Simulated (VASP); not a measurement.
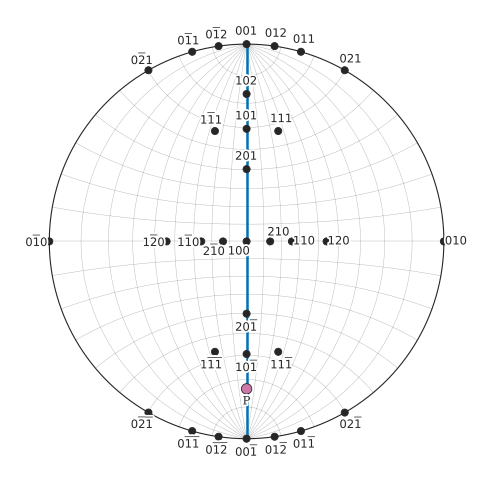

Stereographic projection of plane normals (upper hemisphere) centred on (1 0 0). Crystal: C, a cell listed in the Materials Project, as set up for an electronic-structure calculation. The drawing is computed from the coordinates (standard cell, symmetry found to 0.002 Å).

a = 4.230 Å, b = 8.719 Å, c = 2.500 Å, α = 90.00°, β = 90.00°, γ = 90.00°.

Index the pole marked P.

P is (1 0 −2), 73.5° from the centre.

Which zone does the coloured great circle trace?

The zone [0 1 0]: its poles satisfy k = 0.

What is the angle between the normals of (1 −1 −1) and (1 0 0), and what are their d_hkl = 1/|g|?

60.4°; d = 2.089 Å and 4.230 Å.
